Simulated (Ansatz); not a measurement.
**Single-point calculation of Sr32O31H (charge −1) (part 2 of 2)**

The same run, continued: Sr32O31H (defect cell, 64 atoms in the cell, total charge −1); DFT, HSE06, PAW, plane waves (Ansatz 0.2.0); cutoff 420 eV, 1×1×1 k-mesh, Fermi–Dirac smearing of 0.01 eV. 

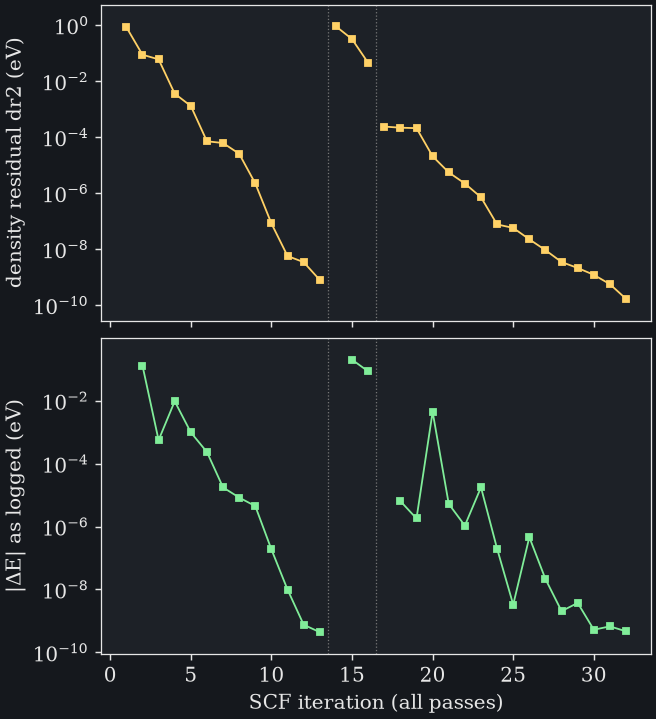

Fig. 1: Convergence of the self-consistent field: density residual dr2 and size of the energy change against the SCF iteration. The run starts with a semilocal functional; after that each stretch between dotted lines is one SCF of the hybrid functional between two exact rebuilds of the exchange operator by the outer loop. Early passes are stopped at a loose threshold. The passes take 13, 3 and 16 iterations.

```
hybrid outer 2: dexx = +1.537e-6 eV, tail = 2.55e-8 eV, Δε = 7.68e-4 eV (about 2.45e-5 eV left of the loop's levels), ΔF = 1.02e-3 eV/Å (tail 1.46e-4)
WARN: the filled states extend beyond the cell (their overlap across the Brillouin zone is 0.089, against 0 in a metal and nearly 1 for localised states). With one k-point a hybrid's gap, moments and forces can then be wrong. Use a denser k-mesh, or a larger cell for a defect
NSCF: frozen V_eff on 1 k-points
hybrid SCF converged: 2 outer / 25 inner (+13 warm-up), last move |dexx| = 1.54e-6 eV, tail = 2.55e-8 eV
Stability not checked: this state was not tested for a lower state beside it, because the functional holds exact exchange (a hybrid, or Hartree-Fock), whose exchange loop this test does not read (fock_operator; see scf.lower_state_search)
Free energy (F): -131176.155075 eV
Harris-Foulkes:  -131176.155075 eV  (|F-HF|=1.16e-10)
Internal energy: -131176.155073 eV  (E = F + TS)
E sigma→0 (E₀):  -131176.155074 eV
Entropy (-TS):   -0.000002 eV (-0.000 meV/atom)
Fermi energy:    12.054461 eV
--- Per-component energies (eV) ---
  E_band       = -2685.307469
  E_kinetic    = 13442.323364
  E_local      = -27543.639018  (includes V_loc(G=0)·N_el)
  E_nonlocal   = 7909.210207
  E_hartree    = 7527.470630
  E_xc         = -6340.599407
  E_vxc        = -6555.327181  (∫ρ·V_xc dr)
  E_exx        = -1358.982510  (= α·E_x^exact, valence–valence)
  E_paw        = -91429.010446  (= ΣΔE_a)
  E_vpaw       = -2274.925013  (= ΣTr[D̂ρ^β])
  E_aug_tail   = 0.072995  (compensation charges beyond the density's cutoff)
  E_ewald      = -33370.269949
  E_core_change = -12.730942  (= ΣΔE_core)
  E_smearing   = -0.000002  (= −TS)
  E_closure    = 0.000002  (closes the sum)
  E_deformation_potential = -18.903082  (in the stress; not in F)
  Σ components = -131176.155075   (vs F -131176.155075, Δ=-2.91e-11)
--- Forces (eV/Å), atoms counted from 1 ---
  atom   1  O      0.00219816     0.00297836    -0.00997694
  atom   2  O      0.00293551    -0.00026270    -0.00301067
  atom   3  O     -0.00173214     0.00554469     0.00079587
  atom   4  O     -0.00052888     0.00598894    -0.00337768
  atom   5  O      0.00015395    -0.00118824    -0.00350003
  atom   6  O     -0.00169737     0.00088772    -0.00133146
  atom   7  O      0.00648979    -0.00012206    -0.00084415
  atom   8  O     -0.01847643    -0.01082549     0.00859939
  atom   9  O     -0.03329747    -0.02962353     0.03111043
  atom  10  O     -0.01203915     0.01037668     0.00156882
  atom  11  O     -0.01775134     0.01557296     0.00355442
  atom  12  O     -0.00028800    -0.00241593     0.00415594
  atom  13  O      0.00725191    -0.01174396     0.00002778
  atom  14  O      0.00182943     0.01626713     0.00431264
  atom  15  O      0.02040718     0.03148407    -0.01853732
  atom  16  O     -0.00444956    -0.00377182    -0.01242491
  atom  17  O     -0.00808688     0.00024441     0.00767485
  atom  18  O     -0.02529688     0.02484092    -0.03183901
  atom  19  O     -0.00613421    -0.00130726     0.00849057
  atom  20  O      0.01295616    -0.00399521    -0.01385160
  atom  21  O      0.01369232    -0.00011188     0.00310822
  atom  22  O      0.00953517     0.00016162    -0.00913185
  atom  23  O      0.03189490    -0.02706290     0.02709459
  atom  24  O      0.02130003    -0.03303034    -0.02688471
  atom  25  O     -0.00243610    -0.01426618     0.01347531
  atom  26  O     -0.00507248     0.01419001    -0.00327175
  atom  27  O     -0.02596051     0.02686023     0.03662867
  atom  28  O     -0.00124244    -0.01517132    -0.00460557
  atom  29  O     -0.00311804    -0.00990025     0.01090678
  atom  30  O     -0.00529984     0.00273454    -0.00295726
  atom  31  O     -0.00606938     0.00975930     0.01531418
  atom  32  H     -0.00159263     0.00155786    -0.00204217
  atom  33  Sr    -0.00269882    -0.00923398    -0.00709135
  atom  34  Sr     0.02724648    -0.01519738    -0.00089630
  atom  35  Sr     0.02361604    -0.00710968    -0.00940889
  atom  36  Sr     0.03755380    -0.00739645     0.00205208
  atom  37  Sr    -0.00005481     0.00348486     0.01216921
  atom  38  Sr    -0.02543663     0.01204247     0.01235010
  atom  39  Sr    -0.02434757     0.00162032     0.01524525
  atom  40  Sr    -0.03926389    -0.00037693     0.00199992
  atom  41  Sr     0.00412422     0.02319081    -0.00726758
  atom  42  Sr     0.00043230     0.03683685    -0.00256906
  atom  43  Sr     0.00986072    -0.03090935     0.00328004
  atom  44  Sr     0.00665917    -0.03582969     0.00301446
  atom  45  Sr     0.00143366     0.00185393    -0.00830829
  atom  46  Sr    -0.00824051     0.02913514    -0.00891725
  atom  47  Sr     0.01610708    -0.00289993     0.00341005
  atom  48  Sr     0.01638675    -0.02405628     0.00088114
  atom  49  Sr    -0.01522106    -0.00626482     0.03057512
  atom  50  Sr     0.00376129     0.01721137    -0.02856572
  atom  51  Sr    -0.00060306    -0.00646482     0.03180910
  atom  52  Sr     0.00312975     0.00316275    -0.04054643
  atom  53  Sr    -0.00513382    -0.00996055     0.00140944
  atom  54  Sr     0.00680477     0.00482700     0.00035261
  atom  55  Sr    -0.01084787     0.00280736     0.02372288
  atom  56  Sr     0.00871159     0.00654226    -0.02442746
  atom  57  Sr     0.03653620     0.03126985     0.02518866
  atom  58  Sr     0.02316757     0.02153831    -0.01059177
  atom  59  Sr     0.01699282     0.00420470     0.01645922
  atom  60  Sr     0.00371357    -0.01943150    -0.02205042
  atom  61  Sr    -0.00596816     0.02537694     0.01731333
  atom  62  Sr    -0.02126196     0.00598700    -0.02307947
  atom  63  Sr    -0.01114497    -0.02472183    -0.00216083
  atom  64  Sr    -0.02613267    -0.03589088    -0.03461376
  max |Σ_I F_I| component: 4.33e-5 eV/Å
--- Charged-cell corrections in eV (Makov–Payne, q = -1.000 e, ε = 14.500) ---
  F (periodic)     = -131176.155075  (uncorrected; the corrections below are reported, never added to it)
  E_corr1          = +0.137507  (monopole, q²α_M/2εL)
  F Makov-Payne    = -131176.017567  (F + E_corr1; no measured alignment; for a localised charge, not one spread in a band: unchecked)
--- Band table (eV) ---
  k-point 0: bands = ["-27.2504", "-27.2122", "-27.2111", "-27.2067", "-27.1848", "-27.1842", "-27.1283", "-27.0955", "-27.0948", "-27.0717", ... 108 levels left out ..., "-7.6558", "-7.6500", "-7.6490", "-7.6247", "-7.6245", "-7.6159", "-7.6132", "-7.6131", "-7.5679", "-7.5677", "-7.5625", "-7.5500", "-7.5495", "-7.3351", "-7.3347", "-7.3297", "-7.2907", "-7.2218", "-7.2130", "-7.2130", "-7.1763", "-7.1761", "-7.1130", "-7.0736", "-7.0735", "-7.0408", "-6.9989", "-6.9987", "-6.9887",
      "-6.9788", "-6.9786", "-6.9650", "-6.9545", "-6.9542", "-6.8657", "-6.8518", "-6.8517", "-6.7909", "-6.7569", "-6.7566", "-6.6802", "4.7253", "4.9572", "4.9664", "4.9673", "5.0003", "5.2416", "5.2418", "5.2600", "5.3255", "5.3260", "5.3403", "5.3436", "5.3438", "5.3820", "5.3825", "5.3921", "5.4447", "5.6028", "5.6031", "5.6246", "5.6258", "5.6263", "5.7529", "5.7562", "5.7565", "5.7568", "5.7725", "5.7852",
      "5.7853", "5.8669", "5.8673", "5.8825", "5.8906", "5.8911", "5.9090", "5.9100", "5.9106", "5.9164", "5.9295", "5.9297", "5.9523", "5.9640", "5.9640", "5.9858", "5.9861", "5.9882", "6.0098", "6.0103", "6.2006", "6.2826", "6.2829", "6.2998", "6.3032", "6.3148", "6.3152", "6.3390", "6.3397", "6.3401", "6.3561", "6.3648", "6.3650", "6.3755", "6.3760", "6.4023", "6.4025", "6.4204", "6.4206", "6.4310",
      "6.4311", "6.4370", "6.4536", "6.4609", "6.4617", "6.4659", "6.4697", "6.4699", "6.5121", "6.5130", "6.5138", "6.5272", "6.5304", "6.5310", "6.5442", "6.5485", "6.5722", "6.5733", "6.6392", "6.6398", "6.6481", "6.6484", "6.6498", "6.6805", "6.7269", "6.7272", "11.9279", "12.1863", "12.1898", "12.6654", "12.7039", "12.7051", "12.9866", "12.9876", "13.0729", "13.4326", "13.6597", "13.6646", "13.6672", "13.7482",
      "13.7543", "13.7558", "13.8577", "13.8585", "13.8710", "14.0937", "14.1133", "14.1168", "14.1997", "14.2020", "14.2175", "14.4028", "14.4031", "14.4871", "14.5091", "14.6358", "14.6363", "14.6880", "14.7836", "14.7845", "14.8657", "14.9712", "15.1475", "15.1488", "15.1896", "15.2189", "15.2197", "15.3770", "15.3772", "15.4617", "15.5799", "15.5804", "15.6329", "15.6363", "15.7037", "15.7488", "15.8165", "15.8249", "15.8275", "15.8325",
      "15.8696", "15.8707", "15.8748", "15.8762", "16.0391", "16.0825", "16.0837", "16.1652", "16.2311", "16.2478", "16.2487"]
--- Löwdin populations: 64 sites ---
  site symbol       q [e]
     0      O      7.3904
     1      O      7.3861
     2      O      7.3861
     3      O      7.3908
     4      O      7.3904
     5      O      7.3904
     6      O      7.3861
     7      O      7.3882
     8      O      7.3867
     9      O      7.3882
    10      O      7.3874
    11      O      7.3882
    12      O      7.3874
    13      O      7.3881
    14      O      7.3865
    15      O      7.3881
    16      O      7.3882
    17      O      7.3866
    18      O      7.3875
    19      O      7.3882
    20      O      7.3882
    21      O      7.3873
    22      O      7.3866
    23      O      7.3865
    24      O      7.3875
    25      O      7.3874
    26      O      7.3867
    27      O      7.3882
    28      O      7.3882
    29      O      7.3881
    30      O      7.3881
    31      H      1.6517
    32     Sr      8.3310
    33     Sr      8.3296
    34     Sr      8.3296
    35     Sr      8.3441
    36     Sr      8.3310
    37     Sr      8.3296
    38     Sr      8.3296
    39     Sr      8.3441
    40     Sr      8.3296
    41     Sr      8.3441
    42     Sr      8.3296
    43     Sr      8.3442
    44     Sr      8.3310
    45     Sr      8.3296
    46     Sr      8.3310
    47     Sr      8.3296
    48     Sr      8.3296
    49     Sr      8.3296
    50     Sr      8.3441
    51     Sr      8.3441
    52     Sr      8.3310
    53     Sr      8.3310
    54     Sr      8.3296
    55     Sr      8.3296
    56     Sr      8.3313
    57     Sr      8.3310
    58     Sr      8.3309
    59     Sr      8.3310
    60     Sr      8.3309
    61     Sr      8.3310
    62     Sr      8.3309
    63     Sr      8.3313
  spilling = 0.021007 (of n_electrons = 508.000000)
```

## Summary

| quantity | value |
| --- | --- |
| outcome | converged |
| electrons treated | 508 |
| free energy | −131176.1551 eV |
| Fermi energy | 12.054 eV |
| largest force (length of the vector) | 0.056 eV/Å |
| wall time | 7.9 min (CPU time 61 min) |
| peak memory | 5.9 GiB |

Warnings of the run: the gap may close elsewhere in the zone. The k-point mesh is coarse for a cell of this size, so the results may not be converged.
